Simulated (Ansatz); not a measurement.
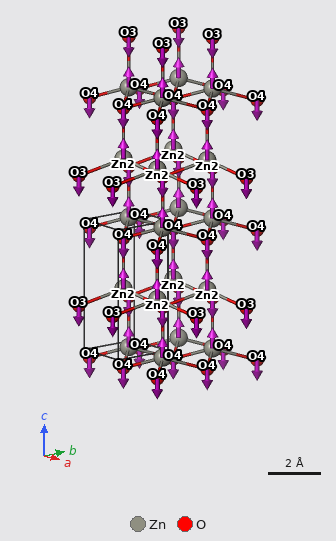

A relaxation of solid ZnO (a generated structure, set up in P6_3mc). The starting structure is drawn; purple arrows show the displacements (the part carried along by the change of the cell is left out), 30 times their true length.

Style: ball-and-stick. Shown: the cell of the calculation, repeated 2 × 2 × 2 with one cell outlined, slightly off an axis.

Case: Mn → Zn on all its sites, cell and atoms relaxed.

The calculation used DFT r2SCAN, scalar-relativistic, plane waves, PAW in Ansatz.

Input file:
```yaml
crystal:
  lattice:
    - [3.277563604, 0.0, 0.0]
    - [-1.638781802, 2.8384533436, 0.0]
    - [0.0, 0.0, 5.0981058293]
  atoms:
    - { symbol: Zn, position: [0.3333333333, 0.6666666667, -0.0018230057] }
    - { symbol: Zn, position: [0.6666666667, 0.3333333333, 0.4981769943] }
    - { symbol: O, position: [0.3333333333, 0.6666666667, 0.3882530057] }
    - { symbol: O, position: [0.6666666667, 0.3333333333, 0.8882530057] }
basis:
  ecutwfc: 500
kpoints:
  mp_grid: { grid: [12, 12, 6] }
hamiltonian:
  xc: r2scan
scf:
  occupations: { method: gaussian, width: 0.02 }
output:
  forces: true
  stress: true
  eigenvalues: true
relax:
  adjacent_minimum: "off"
  f_tol: 0.01
  max_steps: 60
  cell: { stress_tol: 0.1 }
```

Launched with:
```bash
ansatz run input.yaml --threads 1 --pin off --max-ram 2560MiB --backend cpu --events-out ev --progress --plain --runs-dir out
```

Describe the change and its energy.

The largest moves relative to the cell, 0.028 Å, are those of Zn1, Zn2, O3 and O4. O3 goes along −c. By element the largest moves are O 0.028 Å, Zn 0.028 Å. The drawn cell changes as follows: a = b 3.278 → 3.235 Å (−1.3 %), c 5.098 → 5.211 Å (+2.2 %); the volume changes by −0.4 %. Some distances before and after: Zn1–O3 1.989 → 1.977 Å. Among the angles between lasting bonds that change: O3–Zn1–O4 106.5° → 108.6°, Zn1–O4–Zn2 106.5° → 108.6°. The space group stays P6_3mc (No. 186). The energy falls by 13.1 meV per cell of the calculation in 3 accepted moves (4 points after the start). The largest force component goes from 0.032 to 0.0068 eV/Å. Pressure: −0.80 GPa at the start and −0.02 GPa at the end. At 1 point the geometry stayed and the basis and grid were re-selected for the new cell (energy shift of 0.1 meV per cell of the calculation at most each time). Cost: 24 s on 1 thread of AMD EPYC 9R45 96-Core Processor (Zen 5), with other jobs on the host, peak memory 0.55 GiB.
